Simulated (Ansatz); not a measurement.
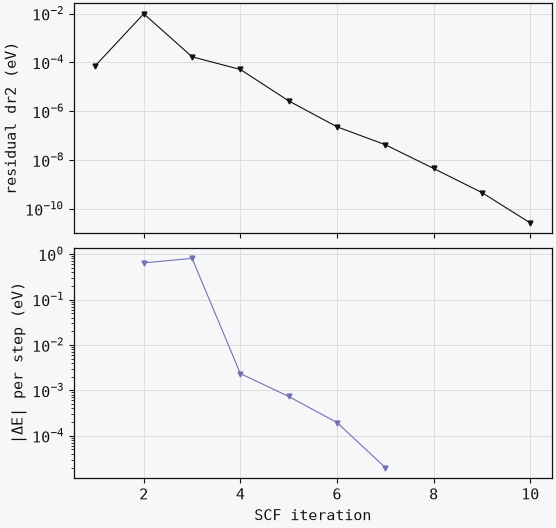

The plot shows the SCF iterations of a calculation: density residual dr2, step-to-step change of the Harris–Foulkes energy. Energy differences below 3 × 10⁻⁶ eV aren't drawn.

Os (1 atom in the cell), run with Ansatz.

```
crystal:
  lattice:
    - [0.0, 3.67551726, 3.67551726]
    - [3.67551726, 0.0, 3.67551726]
    - [3.67551726, 3.67551726, 0.0]
  atoms:
    - { symbol: Os, position: [0.0, 0.0, 0.0] }
kpoints:
  mp_grid: { grid: [14, 14, 14] }
  band_path:
    path:
      - [0.0, 0.0, 0.0]
      - [0.5, 0.0, 0.5]
      - [0.625, 0.25, 0.625]
      - [0.375, 0.375, 0.75]
      - [0.0, 0.0, 0.0]
      - [0.5, 0.5, 0.5]
      - [0.5, 0.25, 0.75]
      - [0.5, 0.0, 0.5]
    npoints: 14
scf:
  occupations: { method: fermi_dirac, width: 0.03 }
  max_iter: 60
hamiltonian:
  xc: pbe
  pseudopotentials: { kind: all_electron, lapw: { basis_error: 0.00025 } }
output:
  forces: true
  stress: true
  eigenvalues: true
  populations: true
```

Launched with:
```bash
ansatz run input.yaml --threads 1 --pin off --max-ram 2048MiB --backend cpu --events-out ev --progress --plain --runs-dir out
```

How did this run end?

Answer. Converged, in 10 iterations. The residual comes down, with one marked jump up, by a factor of about 100, at step 2. From the first spectrum the program read the system as a metal and chose the LDOS preconditioner.

What is the residual at the start and at the end?

Answer. It starts near 7 × 10⁻⁵ and ends near 3 × 10⁻¹¹ eV.

Is anything amiss with this input?

Answer. The input holds a fault (a lattice typed in bohr). The SCF closed all the same, which doesn't make the results meaningful for the real system.
